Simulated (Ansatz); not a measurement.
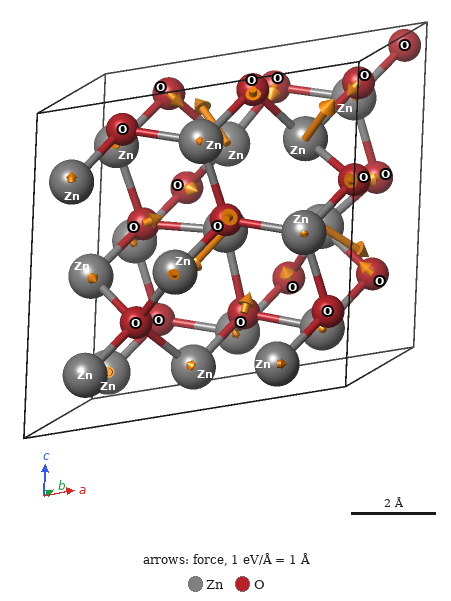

Starting geometry of a defect cell of composition Zn18O17 (cell charge +2) with the computed forces as orange arrows. A ball-and-stick model of the cell of the calculation (origin shifted), seen slightly off an axis.

Case: O vacancy (site b), charge +2, atoms relaxed at the host's cell.

Level of theory: DFT PBE, scalar-relativistic, plane waves, PAW in Ansatz 0.2.0. Settings: plane-wave cutoff 420 eV; k-point mesh 3 × 3 × 3; occupations gaussian; smearing width 0.01 eV; no spin polarisation; atoms relaxed in a fixed cell; force threshold 0.025 eV/Å; at most 45 steps.

What follows when this structure is relaxed?

Answer. It isn't relaxed: the largest force vector, on Zn atoms, is 1.66 eV/Å. The final displacements follow the starting forces only in part (cosine between the two patterns 0.80). The atom that moves furthest is a Zn atom (0.70 Å along [−1 −1 −1]). By element the largest moves are Zn 0.70 Å, O 0.07 Å. The cell doesn't change. Among the contacts that change: O–Zn 2.062 → 1.913 Å, O–Zn 2.042 → 1.917 Å, O–Zn 2.024 → 1.911 Å, O–Zn 2.013 → 1.981 Å. Among the angles between lasting bonds that change: Zn–O–Zn 115.3° → 95.4°, Zn–O–Zn 115.7° → 97.7°, Zn–O–Zn 115.2° → 97.7°. Over 5 geometry steps the energy falls by 2.247 eV per cell of the calculation. The largest force component goes from 1.7 to 0.014 eV/Å.

Limits of the set-up: the periodic images lie only 7.8 Å apart, so the values are limited by the cell's size; the cell is charged, on a uniform background, and energies carry no finite-size correction.
